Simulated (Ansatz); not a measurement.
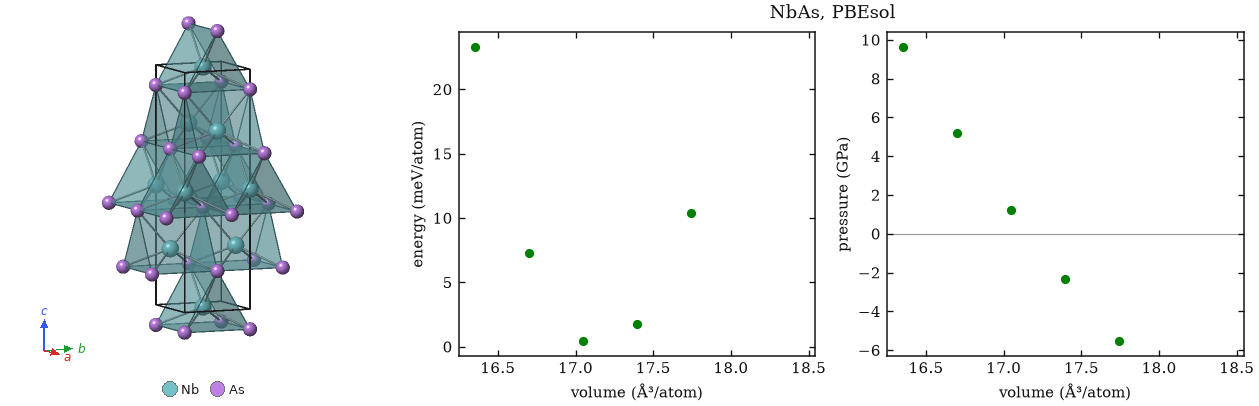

The plot gives the computed energy and pressure against volume for NbAs, space group I4_1md (No. 109). The conventional cell is drawn beside the plot.

Cell as given: a = 6.330 Å, b = 6.330 Å, c = 6.330 Å, α = 148.35°, β = 148.35°, γ = 45.36°; 4 atoms.

Computed with Ansatz 0.2.0: all-electron LAPW DFT, no spin polarisation; energies at scaled volumes of the given cell, shape and fractions fixed, counted from the fit's minimum, third-order Birch-Murnaghan fit. Level: PBEsol.

- k mesh: 11×11×11
- occupations: Fermi–Dirac
- smearing width: 0.05 eV
- potentials: all electron LAPW, scalar relativistic
- program settings: basis error eV/atom 0.001

The points at volume 18.09 Å³/atom and 18.44 Å³/atom are left out of the plot. What values does the calculation give there?

```tsv
volume (Å³/atom)	energy (meV/atom)	pressure (GPa)
18.09	25.55	-8.39
18.44	46.61	-10.95
```

Caveats: shape and atomic fractions are frozen while scaling, which makes layered, chain and framework solids too stiff.
